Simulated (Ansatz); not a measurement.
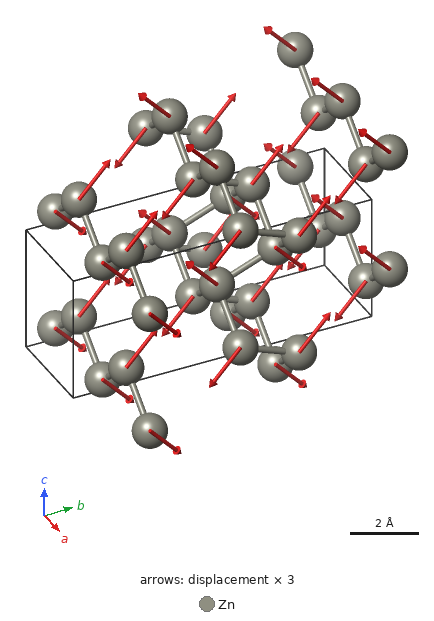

A relaxation of a crystal of Zn (built on the black phosphorus_64 type) (coarse preliminary run). The starting structure is drawn; red arrows show the displacements (the part carried along by the change of the cell is left out), 3 times their true length.

Style: ball-and-stick. Shown: the conventional cell (2 times the calculation's cell), repeated 2 × 1 × 2 with one cell outlined, from a free direction. Lengths and directions refer to the drawn axes.

Case: black phosphorus type (Cmce, No. 64).

Method: DFT PBEsol, scalar-relativistic, plane waves, PAW (Ansatz).

Input
```yaml
crystal:
  lattice:
    - [1.5576340731, -4.9411352773, 0.0]
    - [1.5576340731, 4.9411352773, 0.0]
    - [0.0, 0.0, 4.1223185742]
  atoms:
    - { symbol: Zn, position: [0.098, 0.902, 0.91] }
    - { symbol: Zn, position: [0.598, 0.402, 0.59] }
    - { symbol: Zn, position: [0.902, 0.098, 0.09] }
    - { symbol: Zn, position: [0.402, 0.598, 0.41] }
basis:
  ecutwfc: 420
kpoints:
  mp_grid: { grid: [6, 6, 4] }
hamiltonian:
  xc: pbesol
scf:
  occupations: { method: gaussian, width: 0.1 }
  lower_state_search: "off"
output:
  forces: true
  stress: true
  eigenvalues: true
relax:
  adjacent_minimum: "off"
  f_tol: 0.04
  max_steps: 70
  cell: { stress_tol: 0.4 }
```

**What did the optimiser do to the structure, and how much energy did it gain?**

Over 7 accepted moves (10 points after the start) the energy falls by 5.334 eV per cell of the calculation. Largest force component: 4.3 eV/Å at the start, 0.01 eV/Å at the end. The pressure goes from 39.02 to −0.01 GPa. The line search rejected the trial steps at points 7, 8 of the run. The SCF was repeated once at an unchanged geometry on a basis and grid sized afresh for the cell, which shifted the energy by 1.4 meV per cell of the calculation at most. The largest moves relative to the cell, 0.51 Å, are those of Zn1, Zn2, Zn3 and Zn4. Zn2 goes along [0 −1 −3]. The volume changes by −4.2 %, with a 3.115 → 2.906 Å (−6.7 %), b 9.882 → 10.062 Å (+1.8 %), c 4.122 → 4.157 Å (+0.8 %). Among the contacts that change: Zn1–Zn3 3.464 → 2.770 Å, Zn1–Zn2 3.207 → 2.534 Å, Zn1–Zn3 (another image) 2.074 → 2.672 Å, Zn1–Zn2 (another image) 2.041 → 2.537 Å. New bonds form: Zn1–Zn2 (3.21 → 2.53 Å), Zn1–Zn3 (3.46 → 2.77 Å), Zn2–Zn4 (3.46 → 2.77 Å), Zn3–Zn4 (3.21 → 2.53 Å). Bond angles that change, for instance: Zn2–Zn1–Zn2 99.5° → 69.9°, Zn2–Zn1–Zn3 103.4° → 90.0°. The space group (tolerance 0.01 Å) goes from Cmce (No. 64) to Fmmm (No. 69).

Limits of the set-up: the k-point mesh is coarse for a cell with partly filled bands.
